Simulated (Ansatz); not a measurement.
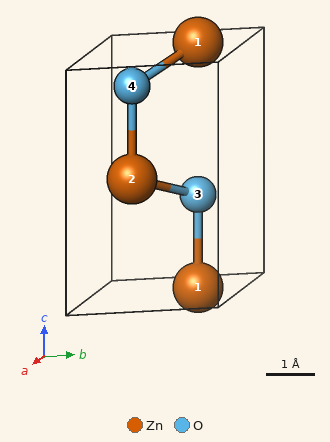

The input geometry (ball-and-stick view of the cell of the calculation, seen slightly off an axis; atoms are numbered from 1 in the order of the input). Near neighbours in the crystal (not all of them lie inside the picture): Zn has 4 O at 2.00 to 2.01 Å; O has 4 Zn at 2.00 to 2.01 Å.

## Run report: ZnO, geometry relaxation (part 1 of 2)

ZnO (P6₃mc, 4 atoms in the cell), computed with DFT, r2SCAN, plane waves, PAW, no spin polarisation (Ansatz 0.2.0).

The structure was built on a prototype by a generator. The geometry comes from this level: PBE. Figures and captions count atoms from 1; the log counts them from 0 in places.

### Log
```
Engine: ansatz 0.2.0, aarch64-unknown-linux-gnu
Pseudopotentials: kind: paw
Pseudopotential: Zn, paw, valence charge 12, recommended cutoff 500 eV (meta_gga), Zn.paw.azcp
Pseudopotential: O, paw, valence charge 6, recommended cutoff 500 eV (meta_gga), O.paw.azcp
Functional definition: r2SCAN
  parameter k0 = 0.174
  parameter k1 = 0.065
  parameter a1 = 4.9479
  exchange = r2scan_x(k0 = k0, k1 = k1, a1 = a1)
  correlation = r2scan_c
Crystal: 4 atoms, lattice volume = 49.305 Å³
Basis set: ecut = 500 eV, 1237 PW (Γ), exchange–correlation on 96×96×160 points (64 copies of the dense FFT grid, shifted against one another)
Bands: 22, of which v1, the nominal top of the filled ones, is band 18 counted from 1 (17 counted from 0)
Symmetry: 12 space group operations
Space group: P63mc (ITA 186), of the structure as read, at distance tolerance 3.7e-5 Å
k-points: 57 of 576 (time reversal used)
Non-local potential: Zn, projectors of the file, l = 0: 2, l = 1: 2, l = 2: 3, l = 3: 1
Non-local potential: O, projectors of the file, l = 0: 2, l = 1: 2, l = 2: 1
PAW form: soft (Blöchl's): semilocal exchange-correlation on the pseudo side does not see the compensation charge
PAW frozen core: Zn, regenerated for the run's functional (the file was generated under x = pbe(κ = 0.804, μ = 0.2195149727645171), c = pbe(β = 0.06672455060314922))
PAW frozen core: O, regenerated for the run's functional (the file was generated under x = pbe(κ = 0.804, μ = 0.2195149727645171), c = pbe(β = 0.06672455060314922))
PAW one-centre angular grid: Zn, 590 points (default); XC on 261 of its mesh's 2673 points in the sphere
PAW one-centre angular grid: O, 302 points (default); XC on 160 Gauss nodes
Initial density: superposition of atomic densities (neutral atoms: chi_scale 0, normalization atom), corrected by the library's trained network
Initial wavefunctions: pseudopotential atomic-orbital guess
Functional: x = r2scan, c = r2scan; τ floored in thin density (d = 2e-4 eV/Å³)
SCF iter   1: F=—  HF=-7789.797476 eV  |F-HF|=—  |Δ(HF+E_count)|=         —  Δρ=1.98e-2  dr2=9.38e-2  dr2_τ=8.96e-2  ethr=1.77e-3  ⟨swp⟩=5.9  Hψ=5748  notcnv=0
preconditioner: auto → Resta (q_TF=auto, 2.589 Å⁻¹)  ε∞=6.6  [insulator: Δε(μ)=1.309 eV  Ē_g=13.416 eV  σ=0.020 eV  W_gap=1.00  n_scr=22 (ndim 8)  ℏωp=31.7 eV  f_vac=0.042  D(μ)=0.00/eV (n_scr^D=0)  ε∞_Penn≈6.6]
SCF iter   2: F=—  HF=-7789.817104 eV  |F-HF|=—  |Δ(HF+E_count)|=   1.96e-2  Δρ=4.79e-3  dr2=9.08e-3  dr2_τ=6.72e-4  ethr=2.61e-4  ⟨swp⟩=2.7  Hψ=2925  notcnv=0
SCF iter   3: F=—  HF=-7789.814588 eV  |F-HF|=—  |Δ(HF+E_count)|=   2.52e-3  Δρ=4.65e-3  dr2=5.27e-3  dr2_τ=2.12e-4  ethr=2.52e-5  ⟨swp⟩=2.0  Hψ=2395  notcnv=0
SCF iter   4: F=—  HF=-7789.813432 eV  |F-HF|=—  |Δ(HF+E_count)|=   1.16e-3  Δρ=5.15e-4  dr2=1.17e-4  dr2_τ=3.02e-5  ethr=1.46e-5  ⟨swp⟩=3.0  Hψ=2350  notcnv=0
SCF iter   5: F=—  HF=-7789.813503 eV  |F-HF|=—  |Δ(HF+E_count)|=   7.10e-5  Δρ=2.98e-4  dr2=2.47e-5  dr2_τ=2.31e-6  ethr=3.26e-7  ⟨swp⟩=2.9  Hψ=2614  notcnv=0
SCF iter   6: F=—  HF=-7789.813529 eV  |F-HF|=—  |Δ(HF+E_count)|=   2.58e-5  Δρ=5.64e-5  dr2=2.25e-6  dr2_τ=5.02e-8  ethr=6.86e-8  ⟨swp⟩=2.1  Hψ=2037  notcnv=0
SCF iter   7: F=—  HF=-7789.813529 eV  |F-HF|=—  |Δ(HF+E_count)|=   1.11e-8  Δρ=1.96e-5  dr2=1.58e-7  dr2_τ=1.28e-8  ethr=6.25e-9  ⟨swp⟩=2.4  Hψ=2149  notcnv=0
SCF iter   8: F=-7789.813529 eV  HF=-7789.813529 eV  |F-HF|=4.59e-8  |Δ(HF+E_count)|=   2.37e-8  Δρ=1.10e-5  dr2=6.21e-8  dr2_τ=4.74e-9  ethr=2.78e-10  ⟨swp⟩=8.1  Hψ=8113  notcnv=0
SCF 1 converged in 8 iterations: F = -7789.813529 eV  dr2 = 6.21e-8
  greatest PAW one-centre occupation: 0.987 electrons in one spin orbital (limit 2), on the Zn atom at site 1 (counted from 0), in its partial waves of l = 2
relax step   1: F+E_penalty+E_count = -7789.81352880 eV  Δ(F+E_penalty+E_count) = +0.000e0 eV  max|allowed force component| = 3.290e-3 eV/Å  Δτ_max = 0.0000 Å  P = -5.851 GPa  Ω = 49.305 Å³  (8 SCF iters, dr2 threshold 1.00e-7 eV, accepted)
Crystal: 4 atoms, lattice volume = 48.167 Å³
Initial density: handed on by an earlier stage of this run
Initial wavefunctions: those handed on with the density
iter 1 solved again at ethr=5.08e-6 eV; its pass at ethr=3.10e-3 eV (dr2=1.83e-3 eV) is discarded
SCF iter   1: F=—  HF=-7789.836418 eV  |F-HF|=—  |Δ(HF+E_count)|=         —  Δρ=1.95e-3  dr2=1.84e-3  dr2_τ=7.38e-3  ethr=5.08e-6  ⟨swp⟩=1.7  Hψ=7002  notcnv=0
preconditioner: auto → Resta (q_TF=auto, 2.599 Å⁻¹)  ε∞=6.7  [insulator: Δε(μ)=1.225 eV  Ē_g=13.408 eV  σ=0.020 eV  W_gap=1.00  n_scr=22 (ndim 8)  ℏωp=32.1 eV  f_vac=0.034  D(μ)=0.00/eV (n_scr^D=0)  ε∞_Penn≈6.7]
SCF iter   2: F=—  HF=-7789.845361 eV  |F-HF|=—  |Δ(HF+E_count)|=   8.94e-3  Δρ=1.27e-3  dr2=8.05e-4  dr2_τ=3.08e-5  ethr=5.08e-6  ⟨swp⟩=2.0  Hψ=2509  notcnv=0
SCF iter   3: F=—  HF=-7789.845223 eV  |F-HF|=—  |Δ(HF+E_count)|=   1.38e-4  Δρ=5.65e-4  dr2=1.66e-4  dr2_τ=1.89e-5  ethr=2.24e-6  ⟨swp⟩=2.7  Hψ=2432  notcnv=0
SCF iter   4: F=—  HF=-7789.845217 eV  |F-HF|=—  |Δ(HF+E_count)|=   6.11e-6  Δρ=3.07e-4  dr2=3.25e-5  dr2_τ=1.66e-6  ethr=4.61e-7  ⟨swp⟩=2.7  Hψ=2238  notcnv=0
SCF iter   5: F=—  HF=-7789.845224 eV  |F-HF|=—  |Δ(HF+E_count)|=   7.39e-6  Δρ=1.30e-4  dr2=7.68e-6  dr2_τ=5.52e-7  ethr=9.03e-8  ⟨swp⟩=2.0  Hψ=2223  notcnv=0
SCF iter   6: F=—  HF=-7789.845223 eV  |F-HF|=—  |Δ(HF+E_count)|=   1.38e-6  Δρ=6.40e-5  dr2=1.28e-6  dr2_τ=1.58e-7  ethr=2.13e-8  ⟨swp⟩=2.0  Hψ=2280  notcnv=0
SCF iter   7: F=-7789.845223 eV  HF=-7789.845223 eV  |F-HF|=2.80e-8  |Δ(HF+E_count)|=   2.96e-7  Δρ=1.22e-5  dr2=5.29e-8  dr2_τ=2.13e-9  ethr=1.11e-9  ⟨swp⟩=8.3  Hψ=8751  notcnv=0
SCF 2 converged in 7 iterations: F = -7789.845223 eV  dr2 = 5.29e-8
relax step   2: F+E_penalty+E_count = -7789.84522273 eV  Δ(F+E_penalty+E_count) = -3.169e-2 eV  max|allowed force component| = 4.505e-3 eV/Å  Δτ_max = 0.0011 Å  P = -2.801 GPa  Ω = 48.167 Å³  energy of the carried Pulay correction = +6.911e-4 eV  (7 SCF iters, dr2 threshold 4.00e-7 eV, accepted)
Crystal: 4 atoms, lattice volume = 47.169 Å³
Basis set: ecut = 500 eV, 1165 PW (Γ), exchange–correlation on 96×96×160 points (64 copies of the dense FFT grid, shifted against one another)
iter 1 solved again at ethr=3.93e-6 eV; its pass at ethr=3.10e-3 eV (dr2=1.41e-3 eV) is discarded
SCF iter   1: F=—  HF=-7789.846939 eV  |F-HF|=—  |Δ(HF+E_count)|=         —  Δρ=1.75e-3  dr2=1.46e-3  dr2_τ=6.01e-3  ethr=3.93e-6  ⟨swp⟩=1.6  Hψ=6789  notcnv=0
preconditioner: auto → Resta (q_TF=auto, 2.608 Å⁻¹)  ε∞=6.7  [insulator: Δε(μ)=1.256 eV  Ē_g=13.552 eV  σ=0.020 eV  W_gap=1.00  n_scr=22 (ndim 8)  ℏωp=32.4 eV  f_vac=0.033  D(μ)=0.00/eV (n_scr^D=0)  ε∞_Penn≈6.7]
SCF iter   2: F=—  HF=-7789.854167 eV  |F-HF|=—  |Δ(HF+E_count)|=   7.23e-3  Δρ=1.14e-3  dr2=6.41e-4  dr2_τ=2.33e-5  ethr=3.93e-6  ⟨swp⟩=2.0  Hψ=2508  notcnv=0
SCF iter   3: F=—  HF=-7789.854058 eV  |F-HF|=—  |Δ(HF+E_count)|=   1.09e-4  Δρ=4.97e-4  dr2=1.29e-4  dr2_τ=1.37e-5  ethr=1.78e-6  ⟨swp⟩=2.8  Hψ=2360  notcnv=0
SCF iter   4: F=—  HF=-7789.854056 eV  |F-HF|=—  |Δ(HF+E_count)|=   1.65e-6  Δρ=2.59e-4  dr2=2.35e-5  dr2_τ=1.11e-6  ethr=3.57e-7  ⟨swp⟩=2.4  Hψ=2195  notcnv=0
SCF iter   5: F=—  HF=-7789.854061 eV  |F-HF|=—  |Δ(HF+E_count)|=   5.30e-6  Δρ=8.95e-5  dr2=3.53e-6  dr2_τ=2.29e-7  ethr=6.52e-8  ⟨swp⟩=2.0  Hψ=2132  notcnv=0
SCF iter   6: F=—  HF=-7789.854061 eV  |F-HF|=—  |Δ(HF+E_count)|=   4.52e-7  Δρ=5.23e-5  dr2=9.01e-7  dr2_τ=1.01e-7  ethr=9.81e-9  ⟨swp⟩=2.0  Hψ=2280  notcnv=0
SCF iter   7: F=-7789.854061 eV  HF=-7789.854061 eV  |F-HF|=1.89e-8  |Δ(HF+E_count)|=   2.07e-7  Δρ=9.92e-6  dr2=3.65e-8  dr2_τ=1.41e-9  ethr=1.11e-9  ⟨swp⟩=8.2  Hψ=8608  notcnv=0
SCF 3 converged in 7 iterations: F = -7789.854061 eV  dr2 = 3.65e-8
relax step   3: F+E_penalty+E_count = -7789.85406077 eV  Δ(F+E_penalty+E_count) = -8.838e-3 eV  max|allowed force component| = 1.281e-3 eV/Å  Δτ_max = 0.0007 Å  P = +0.218 GPa  Ω = 47.169 Å³  energy of the carried Pulay correction = +1.311e-3 eV  (7 SCF iters, dr2 threshold 4.00e-7 eV, accepted)
Crystal: 4 atoms, lattice volume = 47.238 Å³
iter 1 solved again at ethr=2.53e-8 eV; its pass at ethr=3.10e-3 eV (dr2=9.09e-6 eV) is discarded
SCF iter   1: F=—  HF=-7789.854031 eV  |F-HF|=—  |Δ(HF+E_count)|=         —  Δρ=1.40e-4  dr2=8.14e-6  dr2_τ=3.33e-5  ethr=2.53e-8  ⟨swp⟩=2.4  Hψ=6545  notcnv=0
preconditioner: auto → Resta (q_TF=auto, 2.608 Å⁻¹)  ε∞=6.8  [insulator: Δε(μ)=1.236 eV  Ē_g=13.502 eV  σ=0.020 eV  W_gap=1.00  n_scr=22 (ndim 8)  ℏωp=32.4 eV  f_vac=0.035  D(μ)=0.00/eV (n_scr^D=0)  ε∞_Penn≈6.8]
SCF iter   2: F=—  HF=-7789.854068 eV  |F-HF|=—  |Δ(HF+E_count)|=   3.73e-5  Δρ=8.56e-5  dr2=3.23e-6  dr2_τ=1.13e-7  ethr=2.26e-8  ⟨swp⟩=2.0  Hψ=2280  notcnv=0
SCF iter   3: F=—  HF=-7789.854068 eV  |F-HF|=—  |Δ(HF+E_count)|=   4.98e-7  Δρ=3.75e-5  dr2=6.21e-7  dr2_τ=7.85e-8  ethr=8.98e-9  ⟨swp⟩=2.6  Hψ=2222  notcnv=0
SCF iter   4: F=-7789.854068 eV  HF=-7789.854068 eV  |F-HF|=2.56e-9  |Δ(HF+E_count)|=   3.10e-9  Δρ=1.87e-5  dr2=1.17e-7  dr2_τ=5.74e-9  ethr=5.10e-10  ⟨swp⟩=8.2  Hψ=8301  notcnv=0
SCF 4 converged in 4 iterations: F = -7789.854068 eV  dr2 = 1.17e-7
  greatest PAW one-centre occupation: 0.987 electrons in one spin orbital (limit 2), on the Zn atom at site 0 (counted from 0), in its partial waves of l = 2
relax step   4: F+E_penalty+E_count = -7789.85406793 eV  Δ(F+E_penalty+E_count) = -7.163e-6 eV  max|allowed force component| = 9.201e-4 eV/Å  Δτ_max = 0.0002 Å  P = -0.001 GPa  Ω = 47.238 Å³  energy of the carried Pulay correction = +1.268e-3 eV  (4 SCF iters, dr2 threshold 1.84e-7 eV, accepted)
Initial wavefunctions: pseudopotential atomic-orbital guess (no wavefunctions were taken with the density)
iter 1 solved again at ethr=1.79e-7 eV; its pass at ethr=3.10e-3 eV (dr2=6.45e-5 eV) is discarded
SCF iter   1: F=—  HF=-7789.852794 eV  |F-HF|=—  |Δ(HF+E_count)|=         —  Δρ=1.29e-4  dr2=1.26e-6  dr2_τ=2.35e-6  ethr=1.79e-7  ⟨swp⟩=3.0  Hψ=9153  notcnv=0
preconditioner: auto → Resta (q_TF=auto, 2.608 Å⁻¹)  ε∞=6.8  [insulator: Δε(μ)=1.238 eV  Ē_g=13.504 eV  σ=0.020 eV  W_gap=1.00  n_scr=22 (ndim 8)  ℏωp=32.4 eV  f_vac=0.035  D(μ)=0.00/eV (n_scr^D=0)  ε∞_Penn≈6.8]
SCF iter   2: F=—  HF=-7789.852795 eV  |F-HF|=—  |Δ(HF+E_count)|=   4.56e-7  Δρ=8.32e-5  dr2=1.01e-6  dr2_τ=1.87e-7  ethr=3.49e-9  ⟨swp⟩=2.0  Hψ=2170  notcnv=0
SCF iter   3: F=—  HF=-7789.852795 eV  |F-HF|=—  |Δ(HF+E_count)|=   3.05e-7  Δρ=1.87e-5  dr2=3.37e-8  dr2_τ=1.64e-8  ethr=2.79e-9  ⟨swp⟩=2.0  Hψ=2130  notcnv=0
SCF iter   4: F=—  HF=-7789.852795 eV  |F-HF|=—  |Δ(HF+E_count)|=   7.05e-8  Δρ=4.22e-6  dr2=9.02e-9  dr2_τ=8.89e-10  ethr=9.36e-11  ⟨swp⟩=2.0  Hψ=2280  notcnv=0
SCF iter   5: F=—  HF=-7789.852795 eV  |F-HF|=—  |Δ(HF+E_count)|=   8.11e-9  Δρ=2.71e-6  dr2=2.60e-9  dr2_τ=2.29e-10  ethr=2.51e-11  ⟨swp⟩=2.0  Hψ=2165  notcnv=0
SCF iter   6: F=—  HF=-7789.852795 eV  |F-HF|=—  |Δ(HF+E_count)|=   1.89e-9  Δρ=7.46e-7  dr2=1.31e-10  dr2_τ=1.96e-11  ethr=7.22e-12  ⟨swp⟩=2.0  Hψ=2167  notcnv=0
SCF iter   7: F=-7789.852795 eV  HF=-7789.852795 eV  |F-HF|=2.73e-12  |Δ(HF+E_count)|=  9.73e-11  Δρ=1.60e-7  dr2=1.13e-11  dr2_τ=1.91e-13  ethr=1.00e-12  ⟨swp⟩=5.1  Hψ=5611  notcnv=0
SCF 5 converged in 7 iterations: F = -7789.852795 eV  dr2 = 1.13e-11
relax step   5: F+E_penalty+E_count = -7789.85279517 eV  Δ(F+E_penalty+E_count) = +1.273e-3 eV  max|allowed force component| = 9.388e-4 eV/Å  Δτ_max = 0.0000 Å  P = -0.001 GPa  Ω = 47.238 Å³  stress off target by 1.38e-3 GPa  SCF on the basis re-selected at this cell (its energy is not comparable with the rows above)  (7 SCF iters)
```

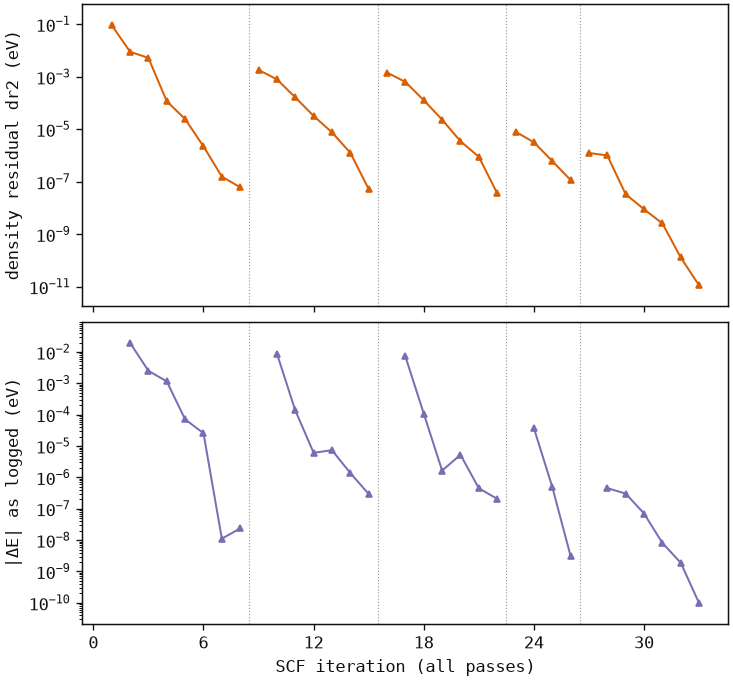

Convergence of the self-consistent field: density residual dr2 and size of the energy change against the SCF iteration. The dotted lines part the SCF passes of the relaxation: geometry steps, rejected trials and re-solves on a re-selected basis. The 5 passes take 4 to 8 iterations each, 33 in all.

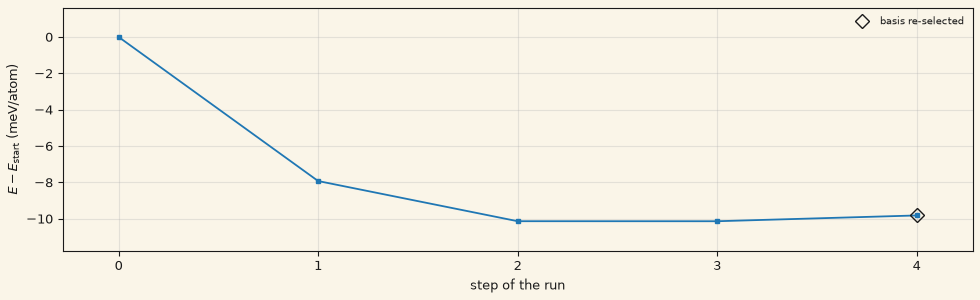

Progress of the relaxation, step by step (the first geometry is step 0 here and step 1 in the log).

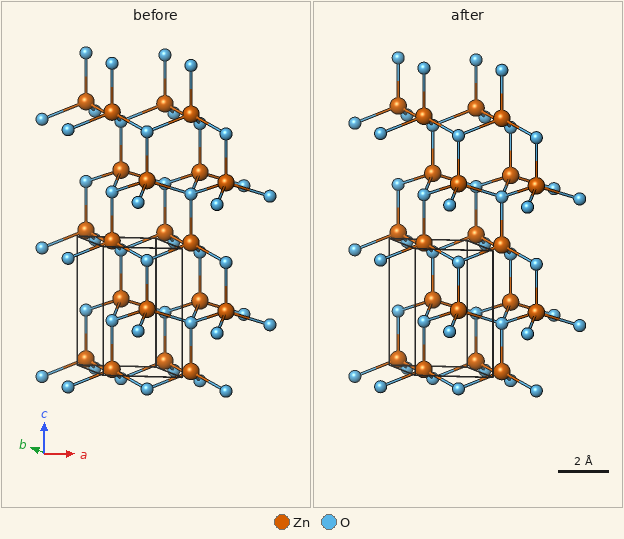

Before (left) and after (right) the relaxation, at one scale (ball-and-stick view of the cell of the calculation, repeated 2 × 2 × 2, with bonded neighbours outside it, seen slightly off an axis). No atom moves by more than 0.005 Å relative to the cell. The drawn cell changes as follows: a = b 3.279 → 3.235 Å (−1.3 %), c 5.294 → 5.211 Å (−1.6 %); the volume changes by −4.2 %. Among the contacts that change: Zn1–O4 1.999 → 1.970 Å, Zn1–O3 2.007 → 1.979 Å. The space group stays P6_3mc (No. 186). The energy falls by 10.1 meV per atom in 3 geometry steps. Largest force component: 0.0033 eV/Å at the start, 0.00094 eV/Å at the end. The pressure goes from −5.85 to 0.00 GPa. A last SCF at the same geometry on a re-selected plane-wave basis shifts the energy by +0.3 meV per atom. (Atoms are counted from 1 in the order of the input.)
